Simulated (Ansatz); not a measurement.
# NiSi: a changed input and its effect

System: NiSi (Pnma, 8 atoms in the cell).
Method of run 1: Kohn-Sham DFT of a periodic cell, PBE, all-electron LAPW, scalar-relativistic, spin-polarised (Ansatz 0.2.0).

The structure derives from an entry of the Crystallography Open Database. Text and figures count atoms from 1; the logs count them from 0 in places.

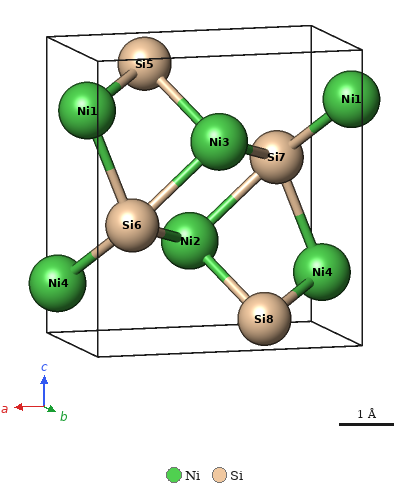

The structure (ball-and-stick view of the cell of the calculation, seen at an oblique angle; atoms are numbered from 1 in the order of the input). Near neighbours in the crystal (not all of them lie inside the picture): Ni has 6 Si at 2.28 to 2.40 Å; Si has 6 Ni at 2.28 to 2.40 Å.

Input file, run 1:
```yaml
crystal:
  lattice:
    - [5.1731, 0.0, 0.0]
    - [0.0, 3.3381, 0.0]
    - [0.0, 0.0, 5.6049]
  atoms:
    - { symbol: Ni, position: [0.99221, 0.75, 0.81248], spin: 1.0 }
    - { symbol: Ni, position: [0.50779, 0.25, 0.31248], spin: 1.0 }
    - { symbol: Ni, position: [0.49221, 0.75, 0.68752], spin: 1.0 }
    - { symbol: Ni, position: [0.00779, 0.25, 0.18752], spin: 1.0 }
    - { symbol: Si, position: [0.67872, 0.25, 0.9175] }
    - { symbol: Si, position: [0.82128, 0.75, 0.4175] }
    - { symbol: Si, position: [0.17872, 0.25, 0.5825] }
    - { symbol: Si, position: [0.32128, 0.75, 0.0825] }
kpoints:
  mp_grid: { grid: [5, 8, 5] }
scf:
  occupations: { method: fermi_dirac, width: 0.05 }
hamiltonian:
  xc: pbe
  pseudopotentials: { kind: all_electron, lapw: { basis_error: 0.001 } }
magnetization:
  spin_polarized: true
output:
  forces: true
  stress: true
  eigenvalues: true
  populations: true
```

Launched with:
```bash
ansatz run input.yaml --threads 4 --pin off --max-ram 14336MiB --backend cpu --events-out ev --progress --plain --runs-dir out
```

Hardware: 4 threads of AMD EPYC (Zen 5), 192 GiB of memory available, shared host.

Output, shortened to warnings, some set-up lines, iterations and results (run 1):
```
WARN: the starting moments were not kept: the SCF closed with an absolute magnetisation of 2.5e-6 μB, where they sum to 4 μB in size (4 sites). That is at most 0.1 of that sum. Measured as dr2_m measures the in/out step, that magnetisation stands 9.5e-14 eV from none, at or under the dr2_threshold of 1.0e-7 eV: it is no larger than a step whose dr2_m would equal this threshold. The system may …
Basis set: ecut = 314.3289960568971 eV, 1223 PW (Γ), exchange–correlation at level 2
Symmetry: 8 space group operations
k-points: 45 of 200
Initial density: superposition of atomic densities (chi_scale 0.1, normalization cell)
[...]
SCF iter   1: F=—  HF=-197105.539496 eV  |F-HF|=—  |Δ(HF+E_count)|=         —  Δρ=4.66e-2 (↑2.51e-2 ↓4.66e-2)  dr2=2.74e0  dr2_m=8.56e-1  M=0.251 μB ∫|m|=0.528 μB  β_m=0.30  …
SCF iter   2: F=—  HF=-197105.183110 eV  |F-HF|=—  |Δ(HF+E_count)|=   3.56e-1  Δρ=3.20e-2 (↑2.00e-2 ↓3.20e-2)  dr2=1.21e0  dr2_m=4.46e-1  M=0.184 μB ∫|m|=0.433 μB  β_m=0.60  …
SCF iter   3: F=—  HF=-197106.413773 eV  |F-HF|=—  |Δ(HF+E_count)|=    1.23e0  Δρ=2.11e-2 (↑1.42e-2 ↓2.11e-2)  dr2=1.97e0  dr2_m=1.59e-2  M=0.036 μB ∫|m|=0.137 μB  β_m=0.45  …
SCF iter   4: F=—  HF=-197104.523022 eV  |F-HF|=—  |Δ(HF+E_count)|=    1.89e0  Δρ=3.43e-3 (↑3.43e-3 ↓3.20e-3)  dr2=5.75e-2  dr2_m=2.23e-4  M=0.009 μB ∫|m|=0.074 μB  β_m=0.72  …
SCF iter   5: F=—  HF=-197104.533426 eV  |F-HF|=—  |Δ(HF+E_count)|=         —  Δρ=1.78e-3 (↑1.78e-3 ↓1.72e-3)  dr2=1.87e-2  dr2_m=2.06e-5  M=0.004 μB ∫|m|=0.026 μB  β_m=0.86  …
SCF iter   6: F=—  HF=-197104.532549 eV  |F-HF|=—  |Δ(HF+E_count)|=   8.77e-4  Δρ=6.20e-4 (↑6.20e-4 ↓5.69e-4)  dr2=2.48e-3  dr2_m=1.05e-6  M=-0.000 μB ∫|m|=0.002 μB  β_m=0.89 …
SCF iter   7: F=—  HF=-197104.531920 eV  |F-HF|=—  |Δ(HF+E_count)|=   6.29e-4  Δρ=1.44e-4 (↑1.44e-4 ↓1.19e-4)  dr2=9.46e-5  dr2_m=4.06e-7  M=-0.000 μB ∫|m|=0.003 μB  β_m=0.90 …
SCF iter   8: F=—  HF=-197104.531908 eV  |F-HF|=—  |Δ(HF+E_count)|=   1.25e-5  Δρ=3.84e-5 (↑3.75e-5 ↓3.84e-5)  dr2=6.18e-6  dr2_m=2.89e-8  M=-0.000 μB ∫|m|=0.001 μB  β_m=0.93 …
SCF iter   9: F=—  HF=-197104.531907 eV  |F-HF|=—  |Δ(HF+E_count)|=   9.15e-7  Δρ=9.63e-6 (↑9.63e-6 ↓9.20e-6)  dr2=4.58e-7  dr2_m=6.27e-10  M=-0.000 μB ∫|m|=0.000 μB  …
SCF iter  10: F=—  HF=-197104.531907 eV  |F-HF|=—  |Δ(HF+E_count)|=   9.13e-8  Δρ=2.16e-6 (↑2.16e-6 ↓1.92e-6)  dr2=1.79e-8  dr2_m=2.96e-10  M=0.000 μB ∫|m|=0.000 μB  β_m=0.98 …
SCF iter  11: F=—  HF=-197104.531907 eV  |F-HF|=—  |Δ(HF+E_count)|=   3.70e-9  Δρ=4.88e-7 (↑4.88e-7 ↓3.87e-7)  dr2=6.27e-10  dr2_m=2.00e-11  M=0.000 μB ∫|m|=0.000 μB  …
SCF iter  12: F=-197104.531907 eV  HF=-197104.531907 eV  |F-HF|=6.98e-10  |Δ(HF+E_count)|=  8.73e-10  Δρ=1.63e-7 (↑1.63e-7 ↓1.56e-7)  dr2=1.36e-10  dr2_m=3.67e-13  M=0.000 μB …
SCF 1 converged in 12 iterations: F = -197104.531907 eV  dr2 = 1.36e-10
WARN: the starting moments were not kept: the SCF closed with an absolute magnetisation of 2.5e-6 μB, where they sum to 4 μB in size (4 sites). That is at most 0.1 of that sum. Measured as dr2_m measures the in/out step, that magnetisation stands 9.5e-14 eV from none, at or under the dr2_threshold …
SCF converged after 12 iterations
Magnetization: 0.0000 μB (60.0000 up, 60.0000 down)
Absolute magnetization: 0.0000 μB (∫|ρ↑−ρ↓|)
Spin contamination: 0.0000 ħ² per cell (⟨S²⟩ above its minimum at these occupations)
Per-site moments (μB) at R_I (Å): [(1.6941523028890515e-7, 1.2374967588378634), (1.6941523028890515e-7, 1.2374967588378634), (1.6941523028890515e-7, 1.2374967588378634), (1.6941523028890515e-7, 1.2374967588378634), (-2.4086395100653135e-9, 1.0402986324244732), (-2.4086395100653135e-9, …
Free energy (F): -197104.531907 eV
Harris-Foulkes:  -197104.531907 eV  (|F-HF|=6.98e-10)
Internal energy: -197104.513755 eV  (E = F + TS)
E sigma→0 (E₀):  -197104.522831 eV
Entropy (-TS):   -0.018152 eV (-2.269 meV/atom)
Fermi energy:    15.839001 eV
--- Per-component energies (eV) ---
  E_band       = -3951.333218
  E_kinetic    = 199845.193427
[...]
```

For run 2 the input was changed thus:
```diff
-    - { symbol: Ni, position: [0.99221, 0.75, 0.81248], spin: 1.0 }
-    - { symbol: Ni, position: [0.50779, 0.25, 0.31248], spin: 1.0 }
-    - { symbol: Ni, position: [0.49221, 0.75, 0.68752], spin: 1.0 }
-    - { symbol: Ni, position: [0.00779, 0.25, 0.18752], spin: 1.0 }
-    - { symbol: Si, position: [0.67872, 0.25, 0.9175] }
-    - { symbol: Si, position: [0.82128, 0.75, 0.4175] }
-    - { symbol: Si, position: [0.17872, 0.25, 0.5825] }
-    - { symbol: Si, position: [0.32128, 0.75, 0.0825] }
+    - { symbol: Ni, position: [0.99942, 0.749814, 0.810082], spin: 1.0 }
+    - { symbol: Ni, position: [0.516805, 0.24512, 0.314923], spin: 1.0 }
+    - { symbol: Ni, position: [0.494776, 0.75792, 0.688277], spin: 1.0 }
+    - { symbol: Ni, position: [0.003338, 0.244709, 0.1871], spin: 1.0 }
+    - { symbol: Si, position: [0.675381, 0.23914, 0.925774] }
+    - { symbol: Si, position: [0.827001, 0.76428, 0.409641] }
+    - { symbol: Si, position: [0.179038, 0.251028, 0.585349] }
+    - { symbol: Si, position: [0.325372, 0.75548, 0.083459] }
```

How does run 2 compare with run 1?

With the same functional and potentials, run 2 lies 12.4 meV per atom higher. The pressure goes from 1.73 to 2.17 GPa. The largest force goes from 0.052 to 0.921 eV/Å. The SCF takes 15 iterations against 12. The irreducible k-points go from 45 to 101. The plane waves at Γ go from 1223 to 1323. On the same kind of shared host run 2 took about 4.7 times as long.

Output, shortened to warnings, some set-up lines, iterations and results (run 2):
```
WARN: the starting moments were not kept: the SCF closed with an absolute magnetisation of 5.4e-6 μB, where they sum to 4 μB in size (4 sites). That is at most 0.1 of that sum. Measured as dr2_m measures the in/out step, that magnetisation stands 6.1e-13 eV from none, at or under the dr2_threshold of 1.0e-7 eV: it is no larger than a step whose dr2_m would equal this threshold. The system may …
Basis set: ecut = 332.6548689189217 eV, 1323 PW (Γ), exchange–correlation at level 2
Symmetry: 1 space group operations
k-points: 101 of 200 (time reversal used)
Initial density: superposition of atomic densities (chi_scale 0.1, normalization cell)
[...]
SCF iter   1: F=—  HF=-197105.472651 eV  |F-HF|=—  |Δ(HF+E_count)|=         —  Δρ=4.78e-2 (↑2.61e-2 ↓4.78e-2)  dr2=2.85e0  dr2_m=9.12e-1  M=0.248 μB ∫|m|=0.522 μB  β_m=0.30  …
SCF iter   2: F=—  HF=-197105.104654 eV  |F-HF|=—  |Δ(HF+E_count)|=   3.68e-1  Δρ=3.28e-2 (↑2.09e-2 ↓3.28e-2)  dr2=1.27e0  dr2_m=4.75e-1  M=0.184 μB ∫|m|=0.428 μB  β_m=0.60  …
SCF iter   3: F=—  HF=-197106.171404 eV  |F-HF|=—  |Δ(HF+E_count)|=    1.07e0  Δρ=2.13e-2 (↑1.42e-2 ↓2.13e-2)  dr2=1.97e0  dr2_m=1.66e-2  M=0.035 μB ∫|m|=0.134 μB  β_m=0.45  …
SCF iter   4: F=—  HF=-197104.424521 eV  |F-HF|=—  |Δ(HF+E_count)|=    1.75e0  Δρ=3.46e-3 (↑3.46e-3 ↓3.22e-3)  dr2=5.79e-2  dr2_m=2.15e-4  M=0.009 μB ∫|m|=0.072 μB  β_m=0.73  …
SCF iter   5: F=—  HF=-197104.434249 eV  |F-HF|=—  |Δ(HF+E_count)|=         —  Δρ=1.75e-3 (↑1.75e-3 ↓1.67e-3)  dr2=1.74e-2  dr2_m=2.23e-5  M=0.003 μB ∫|m|=0.025 μB  β_m=0.86  …
[... 6 lines ...]
SCF iter  12: F=—  HF=-197104.432990 eV  |F-HF|=—  |Δ(HF+E_count)|=   4.20e-8  Δρ=5.64e-6 (↑5.64e-6 ↓5.28e-6)  dr2=2.02e-7  dr2_m=3.15e-10  M=0.000 μB ∫|m|=0.000 μB  β_m=0.50 …
SCF iter  13: F=—  HF=-197104.432990 eV  |F-HF|=—  |Δ(HF+E_count)|=   7.07e-8  Δρ=2.52e-6 (↑2.52e-6 ↓2.35e-6)  dr2=3.02e-8  dr2_m=2.67e-10  M=0.000 μB ∫|m|=0.000 μB  β_m=0.54 …
SCF iter  14: F=—  HF=-197104.432990 eV  |F-HF|=—  |Δ(HF+E_count)|=   3.52e-9  Δρ=8.31e-7 (↑7.23e-7 ↓8.31e-7)  dr2=3.64e-9  dr2_m=2.41e-11  M=0.000 μB ∫|m|=0.000 μB  β_m=0.51 …
SCF iter  15: F=-197104.432990 eV  HF=-197104.432990 eV  |F-HF|=7.63e-9  |Δ(HF+E_count)|=   1.51e-9  Δρ=5.44e-7 (↑5.40e-7 ↓5.44e-7)  dr2=2.77e-9  dr2_m=7.48e-12  M=0.000 μB …
SCF 1 converged in 15 iterations: F = -197104.432990 eV  dr2 = 2.77e-9
WARN: the starting moments were not kept: the SCF closed with an absolute magnetisation of 5.4e-6 μB, where they sum to 4 μB in size (4 sites). That is at most 0.1 of that sum. Measured as dr2_m measures the in/out step, that magnetisation stands 6.1e-13 eV from none, at or under the dr2_threshold …
SCF converged after 15 iterations
Magnetization: 0.0000 μB (60.0000 up, 60.0000 down)
Absolute magnetization: 0.0000 μB (∫|ρ↑−ρ↓|)
Spin contamination: 0.0000 ħ² per cell (⟨S²⟩ above its minimum at these occupations)
Per-site moments (μB) at R_I (Å): [(-2.4366081952109653e-7, 1.207974578258221), (-4.1465454891920217e-7, 1.207974578258221), (-1.4688436422716222e-7, 1.207974578258221), (-5.030281329254649e-7, 1.207974578258221), (1.9808452389469267e-7, 1.0190975545032406), (2.022837390924792e-7, …
Free energy (F): -197104.432990 eV
Harris-Foulkes:  -197104.432990 eV  (|F-HF|=7.63e-9)
Internal energy: -197104.414427 eV  (E = F + TS)
E sigma→0 (E₀):  -197104.423708 eV
Entropy (-TS):   -0.018563 eV (-2.320 meV/atom)
Fermi energy:    15.828603 eV
--- Per-component energies (eV) ---
  E_band       = -3951.414641
  E_kinetic    = 199845.892410
  E_xc         = -9203.430561
[...]
```

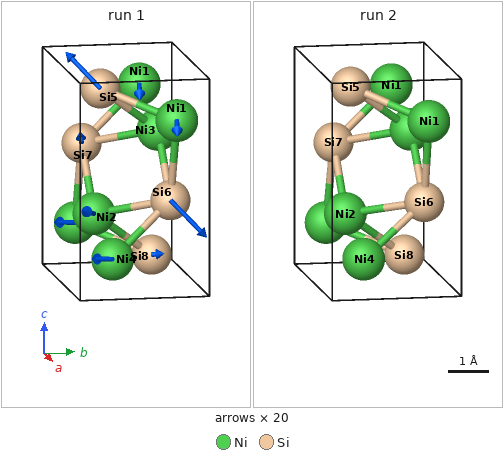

The two input geometries at one scale (ball-and-stick view of the cell of the calculation, seen slightly off an axis). The blue arrows on the first give the shifts of the atoms relative to the cell, with their mean removed, magnified 20 times. Si6 moves most: 0.067 Å. Largest moves by element: Si 0.067 Å, Ni 0.043 Å. (The mean shift of all atoms is removed.) The cell stays as it was. Among the contacts that change: Ni4–Si6 2.319 → 2.227 Å, Ni1–Si5 2.400 → 2.477 Å, Ni2–Si6 2.400 → 2.331 Å, Ni3–Si5 2.319 → 2.376 Å.

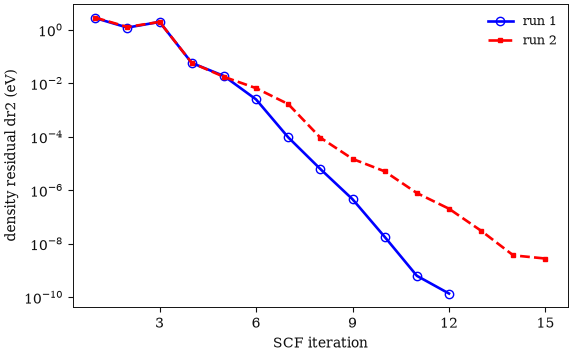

Convergence of the two runs: density residual dr2 against the SCF iteration. Run 1 takes 12 iterations in all, and run 2 takes 15.

The two runs side by side:

| quantity | run 1 | run 2 |
| --- | --- | --- |
| outcome | converged | converged |
| free energy per atom (eV) | −24638.0665 | −24638.0541 |
| energy per atom, smearing taken to zero (eV) | −24638.0654 | −24638.0530 |
| gap on the mesh (eV) | 0.00 | 0.00 |
| net moment of the cell (μB) | 0.00 | 0.00 |
| absolute moment of the cell (μB) | 0.00 | 0.00 |
| pressure (GPa) | 1.73 | 2.17 |
| largest force (eV/Å) | 0.052 | 0.921 |
| SCF iterations | 12 | 15 |
| irreducible k-points | 45 | 101 |
| plane waves at Γ | 1223 | 1323 |
| wall time (shared host) | 35 s | 2.7 min |

For both runs: Warnings: some starting moments were not kept.
